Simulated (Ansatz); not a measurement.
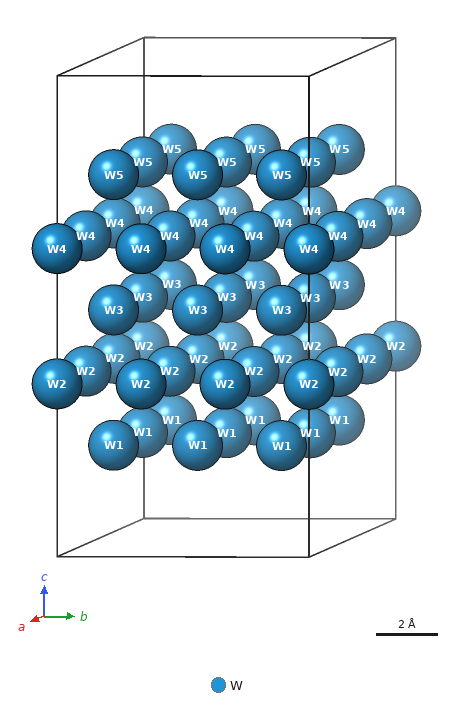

The structure (spheres-only view of the 3 × 3 repeat of the cell, with the vacuum cut short, seen slightly off an axis; atoms are numbered from 1 in the order of the input).

Single-point calculation of W

The run: single-point calculation of W (slab, 5 atoms in the cell). Method and program: DFT LDA, scalar-relativistic, plane waves, PAW, no spin polarisation (Ansatz 0.2.0).

It belongs to a series of runs on one base structure; here: functional: lda. Figures and captions count atoms from 1; the log counts them from 0 in places.

Input:
```yaml
crystal:
  lattice:
    - [2.7570339078, 0.0, 0.0]
    - [-0.9190113026, 2.5993564963, 0.0]
    - [0.0, 0.0, 24.004435037]
  atoms:
    - { symbol: W, position: [0.5, 0.5, 0.3124422628] }
    - { symbol: W, position: [0.0, 0.0, 0.4062211314] }
    - { symbol: W, position: [0.5, 0.5, 0.5] }
    - { symbol: W, position: [0.0, 0.0, 0.5937788686] }
    - { symbol: W, position: [0.5, 0.5, 0.6875577372] }
basis:
  ecutwfc: 420
kpoints:
  mp_grid: { grid: [13, 13, 1] }
hamiltonian:
  xc: lda
scf:
  occupations: { method: gaussian, width: 0.1 }
output:
  forces: true
  stress: true
  eigenvalues: true
  write_density: true
  write_potential: true
  elf: true
  volumetric_format: npy
efield:
  axis: 3
  dipole_correction: true
  ramp_width: 0.04
```

Machine: 2 threads of Arm Neoverse V1, 24 GiB of memory available, shared host.

Launch command:
```bash
ansatz run input.yaml --threads 2 --pin off --max-ram 5632MiB --backend cpu --events-out ev --progress --plain --runs-dir out
```

What the program printed:
```
Engine: ansatz 0.2.0, aarch64-unknown-linux-gnu
Pseudopotentials: kind: paw
Pseudopotential: W, paw, valence charge 14, recommended cutoff 420 eV (normal), W.paw.azcp
Functional definition: SPW92
  exchange = slater_x
  correlation = pw_c
Crystal: 5 atoms, lattice volume = 172.028 Å³
Basis set: ecut = 420 eV, 3415 PW (Γ)
Bands: 42, of which v1, the nominal top of the filled ones, is band 35 counted from 1 (34 counted from 0)
Symmetry: 4 space group operations
k-points: 49 of 169
Non-local potential: W, projectors of the file, l = 0: 3, l = 1: 2, l = 2: 2, l = 3: 1
PAW form: soft (Blöchl's): semilocal exchange-correlation on the pseudo side does not see the compensation charge
PAW frozen core: W, regenerated for the run's functional, and the local potential with it (the file was generated under x = pbe(κ = 0.804, μ = 0.2195149727645171), c = pbe(β = 0.06672455060314922))
PAW one-centre angular grid: W, 590 points (default); XC on 64 Gauss nodes
Initial density: superposition of atomic densities (neutral atoms: chi_scale 0, normalization atom), corrected by the library's trained network
Initial wavefunctions: pseudopotential atomic-orbital guess
Functional: x = slater, c = lda
SCF iter   1: F=—  HF=-50645.685497 eV  |F-HF|=—  |Δ(HF+E_count)|=         —  Δρ=7.51e-3  dr2=9.59e-1  ethr=1.77e-3  p=0.000 e·Å  D=3.36e-13 V/Å  ΔV_dip=-0.00 eV  dr2_dipole=1.24e-7  V_vac-E_F(+/−)=5.38/5.38 eV  ⟨swp⟩=8.5  Hψ=9927  notcnv=0
efield: sawtooth ramp at fractional position 0.9800 (placed from the atoms, in the widest stretch of the axis that holds none; the zero of the levels goes with the place), width 0.0400; the density the first Hamiltonian is built on has a dipole p = 0.000 e·Å; the dipole correction subtracts the counter field D = 3.36e-13 V/Å, which shifts the + side's vacuum level by -0.00 eV against the − side's; the planar-averaged density in the ramp window peaks in size at 3.3e-5 e/Å³
preconditioner: auto → LDOS  [metal: Δε(μ)=0.017 eV  Ē_g=4.596 eV  σ=0.100 eV  W_gap=0.10  n_scr=16 (ndim 8)  ℏωp=15.5 eV  f_vac=0.463  D(μ)=4.32/eV (n_scr^D=16)  β→1.0]
SCF iter   2: F=—  HF=-50645.648962 eV  |F-HF|=—  |Δ(HF+E_count)|=   3.65e-2  Δρ=2.29e-3  dr2=1.30e-2  ethr=1.37e-3  p=-0.000 e·Å  D=-3.03e-5 V/Å  ΔV_dip=0.00 eV  dr2_dipole=4.42e-7  V_vac-E_F(+/−)=5.19/5.19 eV  ⟨swp⟩=1.7  Hψ=2533  notcnv=0  defer=27
SCF iter   3: F=—  HF=-50645.647540 eV  |F-HF|=—  |Δ(HF+E_count)|=   1.42e-3  Δρ=8.21e-4  dr2=4.00e-3  ethr=1.86e-5  p=-0.000 e·Å  D=-5.18e-6 V/Å  ΔV_dip=0.00 eV  dr2_dipole=4.99e-9  V_vac-E_F(+/−)=5.18/5.18 eV  ⟨swp⟩=3.3  Hψ=3910  notcnv=0  defer=58
SCF iter   4: F=—  HF=-50645.647147 eV  |F-HF|=—  |Δ(HF+E_count)|=   3.93e-4  Δρ=1.71e-4  dr2=1.36e-4  ethr=5.72e-6  p=-0.000 e·Å  D=-3.93e-6 V/Å  ΔV_dip=0.00 eV  dr2_dipole=6.60e-10  V_vac-E_F(+/−)=5.17/5.17 eV  ⟨swp⟩=2.1  Hψ=2623  notcnv=0  defer=58
SCF iter   5: F=—  HF=-50645.647145 eV  |F-HF|=—  |Δ(HF+E_count)|=   2.11e-6  Δρ=4.63e-5  dr2=7.23e-6  ethr=1.94e-7  p=-0.000 e·Å  D=-1.50e-6 V/Å  ΔV_dip=0.00 eV  dr2_dipole=4.19e-13  V_vac-E_F(+/−)=5.17/5.17 eV  ⟨swp⟩=2.5  Hψ=2990  notcnv=0  defer=58
SCF iter   6: F=—  HF=-50645.647146 eV  |F-HF|=—  |Δ(HF+E_count)|=   6.95e-7  Δρ=1.29e-5  dr2=1.03e-6  ethr=1.03e-8  p=-0.000 e·Å  D=-5.41e-7 V/Å  ΔV_dip=0.00 eV  dr2_dipole=2.71e-15  V_vac-E_F(+/−)=5.16/5.16 eV  ⟨swp⟩=2.8  Hψ=3068  notcnv=0  defer=25
SCF iter   7: F=-50645.647146 eV  HF=-50645.647146 eV  |F-HF|=2.18e-8  |Δ(HF+E_count)|=   2.33e-8  Δρ=3.41e-6  dr2=3.83e-8  ethr=1.43e-10  p=-0.000 e·Å  D=-1.14e-7 V/Å  ΔV_dip=0.00 eV  dr2_dipole=4.28e-13  V_vac-E_F(+/−)=5.16/5.16 eV  ⟨swp⟩=18.0  Hψ=20059  notcnv=0
SCF 1 converged in 7 iterations: F = -50645.647146 eV  dr2 = 3.83e-8
  greatest PAW one-centre occupation: 1.000 electrons in one spin orbital (limit 2), on the W atom at site 4 (counted from 0), in its partial waves of l = 0
```

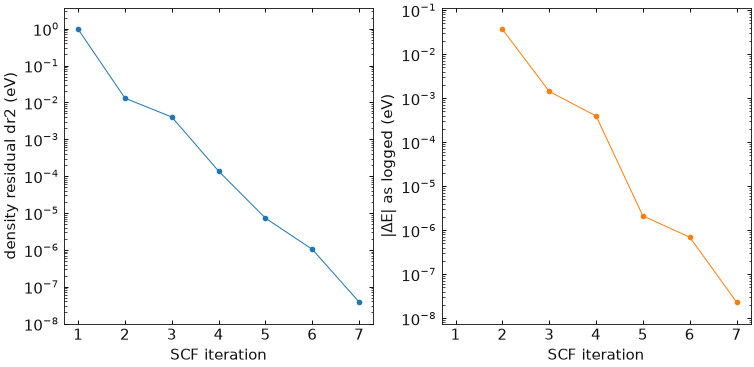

Convergence of the self-consistent field: density residual dr2 and size of the energy change against the SCF iteration. The residual falls at every step.

```
WARN: The output density's exchange-correlation potential varies sharply where the density is thin. Do not read a vacuum level from v_tot or v_xc, or from such a field of the output density. On a cell that repeats whose density bears no net charge and no dipole along the vacuum's axis use v_es (v_loc + v_h of the components); under efield.dipole_correction with no amplitude use v_es + v_field, which holds any external_charges[].barrier, or the levels of the report's work_function block, which leave it out; under a non-zero efield.amplitude the vacuum is tilted and has no level; on a cell that repeats and bears such a dipole with no correction it is tilted too, and efield.dipole_correction with no amplitude gives each side of its ramp a level where efield: is served; in a cell that repeats whose density bears a net charge (total_charge, or a fill off its count) it is curved and has none; of a slab under crystal.periodic whose density bears no net charge use v_es, which has a level on each side, short of where the two are joined; of another it falls or rises all the way out and has none; of a slab beside external_charges read slab_vacuum_level instead, which it has where they leave it neutral. The grid or the basis barely resolves most such structure, and the values can differ between equally converged runs; as a rule a tighter scf.convergence.dr2_threshold does not remove it. Where the density itself ripples (under the LDA too) a higher basis.ecutwfc lessens it. The files hold the spikes' plane waves up to the density's cutoff. Files: v_tot_of_output_density and the like, and their columns of v_z.tsv (output.write_potential); v_xc_of_output_density and the like, and their columns of v_comp_z.tsv (output.write_potential_components). Measured: with its Gaussian average of σ = 0.25 Å subtracted twice, the exchange-correlation potential is over 0.1 eV at 142 of the grid points where the equally averaged density (valence and model cores) is under 1e-3 e/Å³, and 0.187 eV at the most among them, at an averaged density of 1.8e-5 e/Å³. The input density's (outcome.potential() and, of a run that writes arrays, v_tot and v_xc) is over 0.1 eV, so measured, at 142 points of its own thin density, 0.186 eV at the most. See output.write_potential in the manual, Limitations
SCF converged after 7 iterations
Free energy (F): -50645.647146 eV
Harris-Foulkes:  -50645.647146 eV  (|F-HF|=2.18e-8)
Internal energy: -50645.629421 eV  (E = F + TS)
E sigma→0 (E₀):  -50645.638284 eV
Entropy (-TS):   -0.017725 eV (-3.545 meV/atom)
Fermi energy:    7.577501 eV
Dipole field:    D = -0.000001 V/Å  (p = -0.000001 e·Å, saw-weighted, corrected)
Work function:   Φ+ = 5.1635 eV   Φ− = 5.1635 eV
Levels:          The Fermi level and band energies are counted from a zero that moves with the ramp; work functions are not
--- Per-component energies (eV) ---
  E_band       = -1449.133694
  E_kinetic    = 2238.783400
  E_local      = -74394.362033  (includes V_loc(G=0)·N_el)
  E_nonlocal   = 33.537518
  E_hartree    = 36254.315555
  E_xc         = -1318.175138
  E_vxc        = -1185.718556  (∫ρ·V_xc dr)
  E_paw        = -41547.492630  (= ΣΔE_a)
  E_vpaw       = -649.956579  (= ΣTr[D̂ρ^β])
  E_aug_tail   = -0.000327  (compensation charges beyond the density's cutoff)
  E_efield     = 0.000000  (sawtooth field / dipole correction)
  E_vefield    = 0.000000  (∫n·V_field dr)
  E_ewald      = 28086.348468
  E_core_change = 1.415765  (= ΣΔE_core)
  E_smearing   = -0.017725  (= −TS)
  E_closure    = -0.000000  (closes the sum)
  Σ components = -50645.647146   (vs F -50645.647146, Δ=0.00e0)
--- Forces (eV/Å), atoms counted from 1 ---
  atom   1  W      0.00000000     0.00000000     1.24933193
  atom   2  W      0.00000000    -0.00000000    -0.62550911
  atom   3  W     -0.00000000     0.00000000     0.00000550
  atom   4  W     -0.00000000     0.00000000     0.62550216
  atom   5  W      0.00000000    -0.00000000    -1.24932978
  max |Σ_I F_I| component: 7.09e-7 eV/Å
--- Stress (GPa, compression-positive) ---
      -11.258038      -0.527648       0.000000
       -0.527648     -11.631142      -0.000000
        0.000000      -0.000000      -7.855146
  P = ⅓ Tr σ = -10.2481 GPa (-102.481 kbar)
--- Band table (eV; the first three rows and the last of 49) ---
  k-point 0: bands = ["-66.5984", "-66.5737", "-66.4964", "-66.3774", "-66.3770", "-31.3309", "-31.0993", "-30.7786", "-30.5768", "-30.4864", "-30.4798", "-30.2971", "-30.2699", "-30.2544", "-30.2543", "-30.2112", "-30.1153", "-30.1076", "-29.9548", "-29.9548", "-1.5826", "-0.5099", "0.7814", "1.5282", "1.5580", "4.1744", "4.6522", "5.3265", "5.8852", "5.9008", "6.1417", "6.2020", "6.3103", "6.3175", "6.6814", "7.4420", "7.7728", "8.2058", "9.1025", "9.2529", "9.3923", "9.4420"]
  k-point 1: bands = ["-66.5936", "-66.5698", "-66.4938", "-66.3742", "-66.3739", "-31.3125", "-31.0940", "-30.7973", "-30.5948", "-30.5171", "-30.4813", "-30.3035", "-30.2939", "-30.2795", "-30.2788", "-30.2361", "-30.1358", "-30.1313", "-29.9808", "-29.9808", "-1.3779", "-0.3174", "0.9759", "1.7353", "1.7694", "4.2217", "4.6831", "5.3455", "5.7028", "5.8970", "5.9526", "6.1313", "6.1629", "6.4490", "6.8591", "7.1954", "7.8259", "7.9836", "8.9433", "9.0698", "9.3773", "9.4307"]
  k-point 2: bands = ["-66.5799", "-66.5591", "-66.4866", "-66.3653", "-66.3650", "-31.2606", "-31.0856", "-30.8608", "-30.6672", "-30.6031", "-30.4988", "-30.3790", "-30.3699", "-30.3254", "-30.3247", "-30.2523", "-30.2299", "-30.1927", "-30.0203", "-30.0195", "-0.8007", "0.2049", "1.4769", "2.2915", "2.3229", "4.3228", "4.7219", "5.3004", "5.3996", "5.4741", "5.7914", "5.9362", "5.9410", "6.5742", "6.8969", "7.1136", "7.4696", "8.4653", "8.8140", "8.9025", "9.2084", "9.3078"]
  k-point 48: bands = ["-66.4795", "-66.4633", "-66.3964", "-66.2737", "-66.2735", "-31.3993", "-31.3058", "-31.1483", "-31.0248", "-30.9973", "-30.9382", "-30.9364", "-30.9123", "-30.8284", "-30.7100", "-30.5982", "-30.5250", "-30.5134", "-30.3976", "-30.2504", "1.7112", "2.1042", "2.1764", "2.4288", "3.0175", "3.0592", "3.3136", "4.3987", "4.4581", "5.6017", "6.0401", "7.3216", "7.9806", "8.0277", "8.4803", "8.9759", "9.3881", "9.4319", "9.4373", "11.2864", "11.4829", "12.1041"]
```

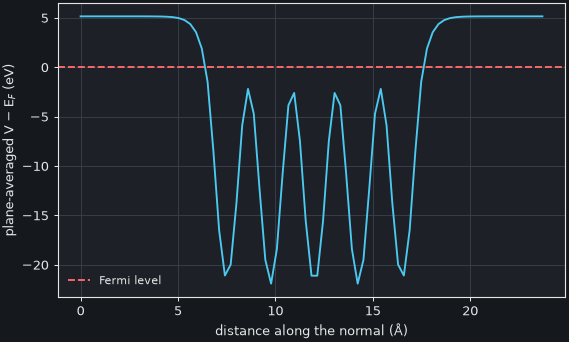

Plane average of the electrostatic potential energy of an electron across the cell, from the Fermi level. The vacuum level lies 5.16 eV above the Fermi level.

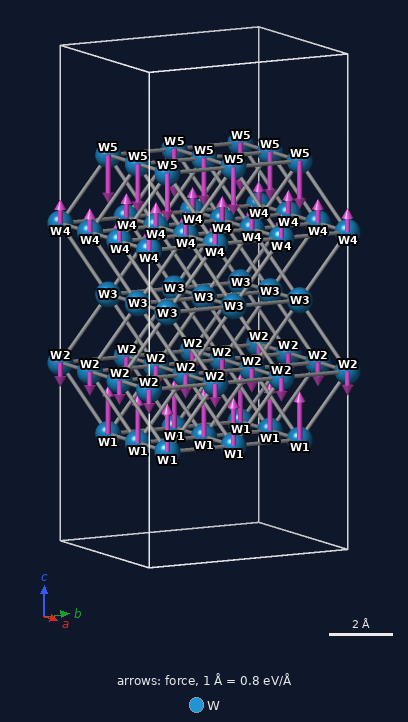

Forces on the atoms as pink arrows (ball-and-stick view of the 3 × 3 repeat of the cell, with the vacuum cut short, seen slightly off an axis; atoms are numbered from 1 in the order of the input). The largest act on W1, W5 (1.25 eV/Å); W2, W4 (0.63 eV/Å). The geometry is not a stationary point of this energy.

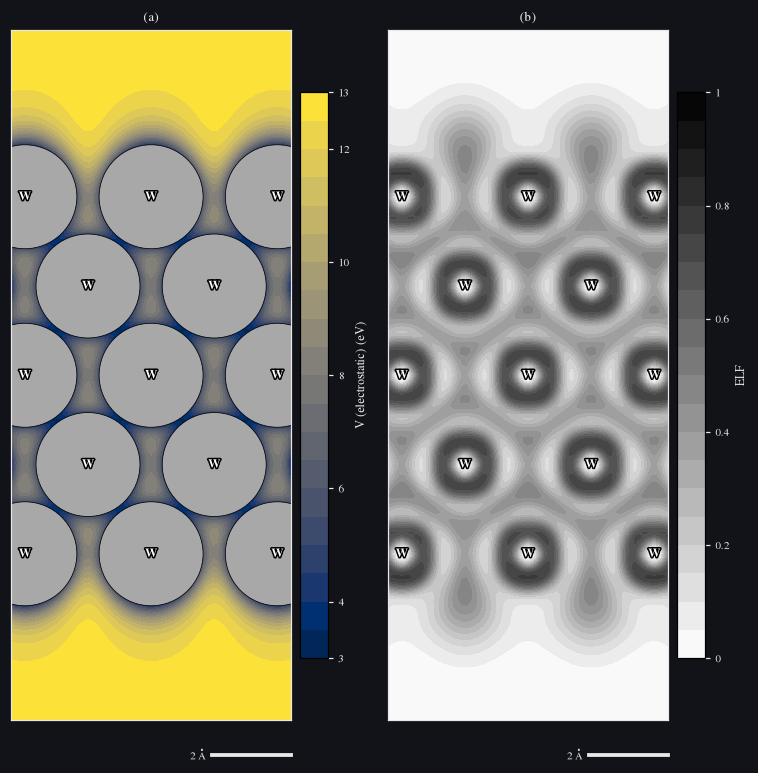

(a) electrostatic potential energy of an electron; (b) ELF on the (11̄0) plane of the calculation cell, a cut from vacuum to vacuum. Grey discs, where drawn, cover atomic cores. The plane passes through W nuclei. W–W (2.76 Å): the ELF is about 0.40 at the midpoint, as expected for nearly free electrons, as in a simple metal. The strong features right at W lie inside the PAW spheres (semicore, d or f shells) and say nothing about bonding. In a PAW calculation such maps are meaningful between the atoms, not at the nuclei.

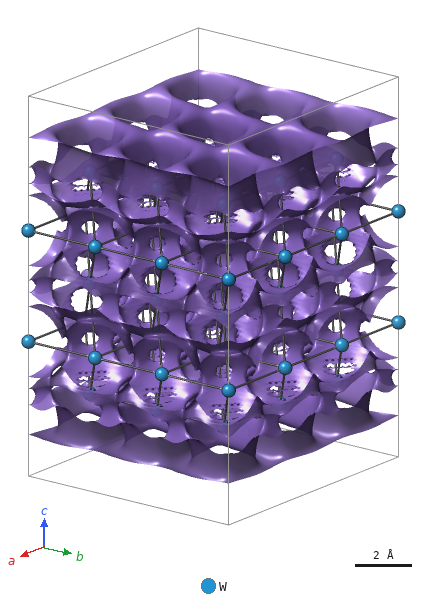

Isosurface of the ELF at 0.4 (purple), seen at an oblique angle. Core shells and regions of very low density are left out. Sticks mark near contacts. Counts are for one cell; the picture repeats the cell along the surface. Profiles from the grid: W–W (2.76 Å): the ELF is about 0.40 at the midpoint, as expected for nearly free electrons, as in a simple metal.

Key numbers:

- outcome: converged
- electrons treated: 70
- free energy: −50645.6471 eV
- work function, top face: 5.16 eV
- work function, bottom face: 5.16 eV
- Fermi energy: 7.578 eV
- gap on the k-point mesh: none (metallic)
- work function (upper face): 5.16 eV
- largest force (length of the vector): 1.249 eV/Å
- wall time: 26 s (CPU time 51 s)
- peak memory: 0.51 GiB

Notes:

The program warns: the exchange-correlation potential is rough where the density is thin. Spin–orbit coupling is left out, which matters for W.
